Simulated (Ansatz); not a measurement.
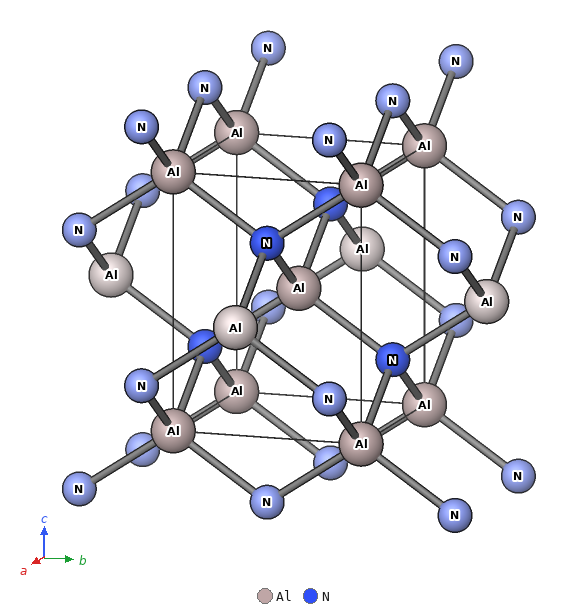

The figure gives a ball-and-stick picture of the atoms, viewed slightly off an axis. The conventional unit cell is outlined; an atom on or near a face, edge or corner is repeated at each equivalent position. The first bonded neighbours in the surrounding cells are also shown, in fainter colours.

AlN, space group I-4m2 (No. 119), a = 3.090 Å, b = 3.090 Å, c = 4.127 Å, α = 90.00°, β = 90.00°, γ = 90.00°. Its origin is a structure listed in the Materials Project. The cell was then strained or its atoms displaced on purpose. It went into a calculation with Ansatz.

This one geometry was computed with Ansatz (DFT, plane waves, PAW) at three levels of theory: r2SCAN, PBE and HSE06. It was relaxed with r2SCAN and then strained.

Which level gives the highest pressure at this volume, and what does that say about its equilibrium volume?

Highest: PBE (17.7 GPa), which points to the largest equilibrium volume. Lowest, with the smallest volume: HSE06 (12.4 GPa). Levels within 0.5 GPa of each other can't be told apart.

How does the band gap change with the level of theory?

PBE: a gap of 3.05 eV, indirect; r2SCAN: a gap of 3.68 eV, indirect; HSE06: a gap of 4.30 eV, indirect.

Collect the results in a table.

| level | cutoff (eV) | k-mesh of the run's cell | gap (eV) | pressure (GPa) |
| --- | --- | --- | --- | --- |
| r2SCAN | 500 | 10×10×10 | 3.68 | 13.1 |
| PBE | 420 | 10×10×10 | 3.05 | 17.7 |
| HSE06 | 420 | 8×8×8 | 4.30 | 12.4 |

Gaps are taken on the k-mesh or band path of each run.
